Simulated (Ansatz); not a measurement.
# NiO (Fm-3m): relaxation of cell and ions

Wanted for NiO (Fm-3m): a relaxation of cell and ions.

Program: the Python package of Ansatz 0.2.0. Level of theory: DFT PBE+U, plane waves, PAW. These are calculated values, not measurements.

### Step 1. Starting point

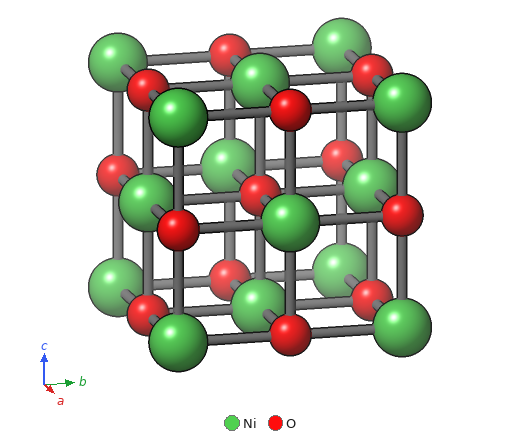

The structure that the script starts from, seen slightly off an axis (nickel green, oxygen red). The cell is the conventional one. Atoms on cell faces are repeated.

No structure file is read: the coordinates are typed or built in the script.

### Step 2. The code

vcrelax.py reads:

```python
# -*- coding: utf-8 -*-
'''Cell relaxation of NiO.'''

import json

import ansatz as az
from ase.data import atomic_numbers
import numpy as np
import spglib

def edges_and_angles(cell):
    cell = np.asarray(cell)
    a, b, c = np.linalg.norm(cell, axis=1)
    cosines = cell[1] @ cell[2] / (b * c), cell[0] @ cell[2] / (a * c), cell[0] @ cell[1] / (a * b)
    return (a, b, c, *np.degrees(np.arccos(cosines)))


def main():
    xtal = (
        az.Lattice.of((0.0, 2.0859, 2.0859), (2.0859, 0.0, 2.0859), (2.0859, 2.0859, 0.0))
        .atom('Ni', (0.0, 0.0, 0.0))
        .atom('O', (0.5, 0.5, 0.5))
        .moments(Ni=1.5)
    )

    # a pressure is positive in compression
    calculation = (
        xtal.calculation()
        .occupations('methfessel_paxton', width=150 * az.meV)
        .kpoints(12)
        .hubbard('Ni', 'd', u=5.9, j=0.9)
        .pseudopotentials('paw')
        .spin('collinear')
        .basis(470)
        .relax(force_tolerance=0.02, pressure=20)
        .band_table()
    )
    outcome = calculation.run(events_out='stream.ndjson')
    with open('stream.ndjson') as stream:
        events = [json.loads(line) for line in stream]
    steps = [e['data'] for e in events if e['event'] == 'relax_step']
    data = outcome.report
    for s in steps:
        flag = '' if s['accepted'] else '  (rejected)'
        print('step %2d  E = %.5f eV  largest force component = %.4f eV/A%s' % (s['step'], s['lagrangian_ev'], s['allowed_force_max_ev_ang'], flag))

    first, last = steps[0], steps[-1]
    symbols = [site.symbol for site in outcome.lattice.sites]
    print(f'energy gained {first["lagrangian_ev"] - last["lagrangian_ev"]:.4f} eV in {len(steps) - 1} steps')
    for label, vectors in (('before', first['cell_ang']), ('after', outcome.lattice.cell_ang)):
        print(label, 'a b c (A) {:.4f} {:.4f} {:.4f}  angles {:.2f} {:.2f} {:.2f}'.format(*edges_and_angles(vectors)), f' V = {abs(np.linalg.det(vectors)):.3f} A^3')
    print('final stress xx yy zz (GPa, compression positive):', np.round(np.diag(data['stress_gpa']), 3) + 0.0)

    change = np.array(last['positions_ang']) @ np.linalg.inv(last['cell_ang']) - np.array(first['positions_ang']) @ np.linalg.inv(first['cell_ang'])
    moved = np.linalg.norm(change @ np.array(last['cell_ang']), axis=1)
    print('displacement within the cell, strain taken out (A):', ' '.join(f'{s}:{d:.3f}' for s, d in zip(symbols, moved)))

    print('relaxed fractional positions')
    for site in outcome.lattice.sites:
        print(f'  {site.symbol:2s}', ' '.join(f'{v % 1:8.5f}' for v in np.round(site.position_frac, 5)))

    fractions = [site.position_frac for site in outcome.lattice.sites]
    numbers = [atomic_numbers[s] for s in symbols]
    for tolerance in (1e-3, 1e-2, 1e-1):
        print(f'space group at {tolerance} A:', spglib.get_spacegroup((outcome.lattice.cell_ang, fractions, numbers), symprec=tolerance))

    n_atoms = len(data['lattice']['sites'])
    print('F =', round(data['free_energy_ev'], 4), 'eV for', n_atoms, 'atoms')
    print('E(sigma -> 0) =', round(data['energy_sigma0_ev'], 4), 'eV, TS =', round(data['entropy_ts_ev'], 5), 'eV')
    print('closed by', data['closed_by'], 'after', data['n_iterations'], 'iterations')

    print('site moments (muB):', [round(m, 2) for m in data['site_moments_mub']])
    print('electrons up, down:', [round(n, 3) for n in data['spin_occupation_sums']])

    gap = None if 'band_edges_ev' not in data else data['band_edges_ev'][1] - data['band_edges_ev'][0]
    print('gap on the k mesh:', 'withheld (metal, or smearing too wide to tell)' if gap is None else f'{gap:.3f} eV')
    print('lowest empty less highest filled band, by band count:', round(data['gap_by_band_count_ev'], 3), 'eV')


if __name__ == '__main__':
    main()
```

### Step 3. The input behind the calls

The engine receives this input:

```yaml
crystal:
  lattice:
    - [0.0, 2.0859, 2.0859]
    - [2.0859, 0.0, 2.0859]
    - [2.0859, 2.0859, 0.0]
  atoms:
    - { symbol: Ni, position: [0.0, 0.0, 0.0] }
    - { symbol: O, position: [0.5, 0.5, 0.5] }
basis:
  ecutwfc: 470.0
kpoints:
  mp_grid:
    grid: [12, 12, 12]
hamiltonian:
  pseudopotentials:
    kind: paw
  hubbard:
    - { species: Ni, l: d, u: 5.9, j: 0.9 }
magnetization:
  spin_polarized: true
  per_species:
    Ni: 1.5
scf:
  occupations:
    method: methfessel_paxton
    width: 0.15
relax:
  f_tol: 0.02
  cell:
    p_target: 20.0
output:
  eigenvalues: true
```

### Step 4. Launch

The run is started by

```sh
> python vcrelax.py
```

Output:

```text
step  1  E = -6405.17598 eV  largest force component = 0.0000 eV/A
step  2  E = -6405.15095 eV  largest force component = 0.0000 eV/A
step  3  E = -6405.13154 eV  largest force component = 0.0000 eV/A
step  4  E = -6405.13226 eV  largest force component = 0.0000 eV/A
step  5  E = -6405.13181 eV  largest force component = 0.0000 eV/A
step  5  E = -6405.13181 eV  largest force component = 0.0000 eV/A
energy gained -0.0442 eV in 5 steps
before a b c (A) 2.9499 2.9499 2.9499  angles 60.00 60.00 60.00  V = 18.151 A^3
after a b c (A) 2.9271 2.9271 2.9271  angles 60.00 60.00 60.00  V = 17.734 A^3
final stress xx yy zz (GPa, compression positive): [19.972 19.972 19.972]
displacement within the cell, strain taken out (A): Ni:0.000 O:0.000
relaxed fractional positions
  Ni  0.00000  0.00000  0.00000
  O   0.50000  0.50000  0.50000
space group at 0.001 A: Fm-3m (225)
space group at 0.01 A: Fm-3m (225)
space group at 0.1 A: Fm-3m (225)
F = -6405.1318 eV for 2 atoms
E(sigma -> 0) = -6405.1318 eV, TS = -0.0 eV
closed by deck_thresholds after 6 iterations
site moments (muB): [1.71, 0.21]
electrons up, down: [13.0, 11.0]
gap on the k mesh: 2.054 eV
lowest empty less highest filled band, by band count: 2.054 eV
```

It took 10 s on 1 thread of AMD EPYC 9R45 (Zen 5), shared host; peak memory 0.47 GiB.

Lines on the test bed's own set-up are left out of the output.

A comment line of the script is reworded here; the code is as run.

### Step 5. What the engine kept of the run

From the engine's report, whether the script printed it or not:

```
                                    item        value
                       SCF cycles in all           49
                         k-points solved           72
                             plane waves          411
                                   bands           17
                       valence electrons           24
                        free energy (eV)  -6405.13181
                        Fermi level (eV)       15.418
pressure (GPa; positive when compressed)        19.97
```

### Step 6. Path of the relaxation

The steps of the relaxation:

```
step  energy from step 1 (eV/cell)  largest force component (eV/Å)  pressure (GPa)  volume (Å³)
   1                        0.0000                          0.0000           14.07        18.15
   2                        0.0250                          0.0000           17.63        17.89
   3                        0.0444                          0.0000           20.09        17.73
   4                        0.0437                          0.0000           20.00        17.73
   5                        0.0442                          0.0000           19.97        17.73
   5                        0.0442                          0.0000           19.97        17.73
```

Step 1 is the start. Steps 5, 5 each repeat the geometry before them on a plane-wave basis chosen anew, so the energy can jump there without any move.

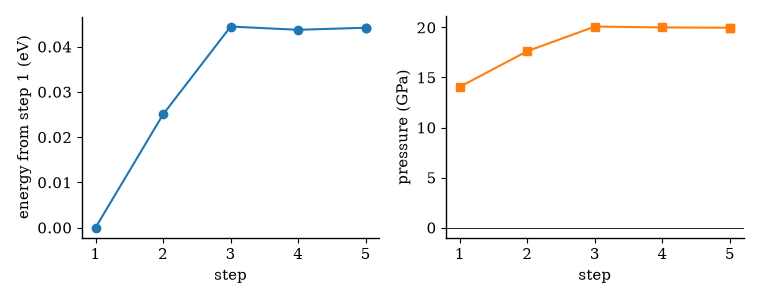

Energy and pressure along the relaxation.

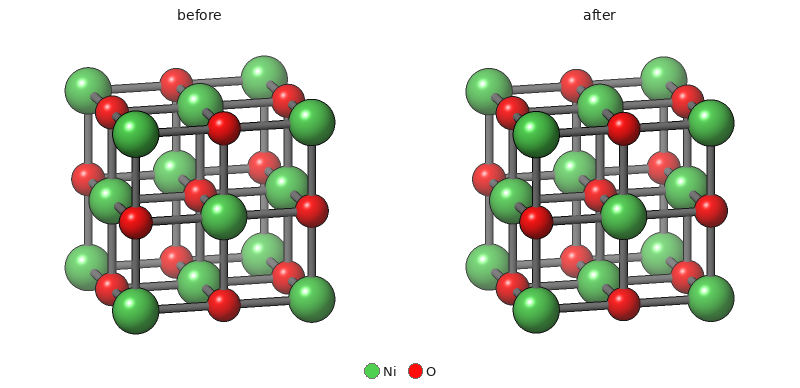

The structure before (left) and after (right) the relaxation, drawn at the same scale. The change is too small to see at this scale.

Lengths and angles in the start's conventional setting:

«Before» is this run's own start.

|  | before | after | change |
| --- | --- | --- | --- |
| a (Å) | 4.172 | 4.140 | -0.8 % |
| b (Å) | 4.172 | 4.140 | -0.8 % |
| c (Å) | 4.172 | 4.140 | -0.8 % |
| volume (Å³/atom) | 9.08 | 8.87 | -2.3 % |
| shortest distance (Å) | 2.086 | 2.070 | -0.8 % |
| space group (0.01 Å) | Fm-3m | Fm-3m | same |

The run keeps the 48 symmetry operations of the start, so it could not have lowered the symmetry.

Under a set pressure the enthalpy E + pV is minimised, so E itself may rise.

### Step 7. Outcome

| quantity | value |
| --- | --- |
| free energy | -6405.1318 eV (-3202.5659 eV/atom) |
| moment, net / absolute | 2.00 / 2.01 μB per cell |
| moves of the relaxation | 3 |
| last largest force component | 0.0000 eV/Å |
| relaxed conventional cell | a = 4.140 Å, b = 4.140 Å, c = 4.140 Å, α = 90.00°, β = 90.00°, γ = 90.00° |
| space group at the end | Fm-3m |

**Reading.** The volume shrank by 2.3 % over 3 moves under the 20 GPa asked, and the space group stayed Fm-3m. Reading the output:
- Forces vanish by symmetry, so the ions can't move, and the end may be a saddle.
- Part of the cell is held or a pressure is applied, so the end point needn't be the zero-pressure lattice.
- At a fixed pressure a relaxation lowers the enthalpy F + PV, while F alone can rise.
- Energies along a relaxation are free energies. Rows at an unchanged volume are solved on a plane-wave basis chosen afresh for that cell, so the energy jumps there and such rows are no steps of the walk.
- Edges and angles that the script prints are those of the cell as typed, here a primitive one.
- With one magnetic atom the cell can hold only ferromagnetic order.
- Symmetry holds the cell in this phase, whether or not it is the stable one at this pressure.
- An opening on this mesh may only mean that it misses a point where bands touch.
- No functional is typed, so the default, PBE, holds.
